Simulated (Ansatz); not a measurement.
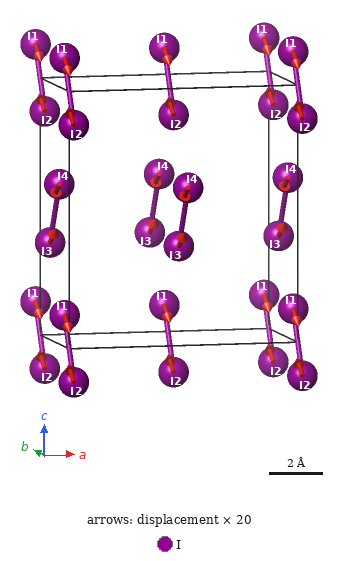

This is a relaxation of solid I (built on the solid type). The starting structure is drawn; red arrows show the displacements (the part carried along by the change of the cell is left out), 20 times their true length.

A ball-and-stick model of the conventional cell (2 times the calculation's cell), seen slightly off an axis. Lengths and directions refer to the drawn axes.

Theory: Ansatz, DFT r2SCAN, scalar-relativistic, plane waves, PAW.

Input
```yaml
crystal:
  lattice:
    - [4.4729828834, -2.3106150661, 0.0]
    - [4.4729828834, 2.3106150661, 0.0]
    - [0.0, 0.0, 9.8409854083]
  atoms:
    - { symbol: I, position: [0.8412849596, 0.1587150404, 0.1218888794] }
    - { symbol: I, position: [0.1587150404, 0.8412849596, 0.8781111206] }
    - { symbol: I, position: [0.3412849596, 0.6587150404, 0.3781111206] }
    - { symbol: I, position: [0.6587150404, 0.3412849596, 0.6218888794] }
basis:
  ecutwfc: 600
  ecutrho_ratio: 5
kpoints:
  mp_grid: { grid: [6, 6, 4] }
hamiltonian:
  xc: r2scan
scf:
  occupations: { method: gaussian, width: 0.05 }
output:
  forces: true
  stress: true
  eigenvalues: true
relax:
  f_tol: 0.02
  max_steps: 40
  cell: { stress_tol: 0.2, fix: [volume] }
```

### Describe the change and its energy.

Over 3 accepted moves (4 points after the start) the energy falls by 19.4 meV per cell of the calculation. The largest force component goes from 0.19 to 0.018 eV/Å. The pressure goes from −0.46 to −0.51 GPa. At 1 point the geometry stayed and the basis and grid were re-selected for the new cell (energy shift of less than 0.05 meV per cell of the calculation at most each time). The largest moves relative to the cell, 0.052 Å, are those of I1, I2, I3 and I4. I4 goes along [0 3 −1]. The drawn cell changes at constant volume: a 8.946 → 8.690 Å (−2.9 %), b 4.621 → 4.662 Å (+0.9 %), c 9.841 → 10.042 Å (+2.0 %). Some distances before and after: I1–I2 2.812 → 2.766 Å. The space group stays Cmce (No. 64).
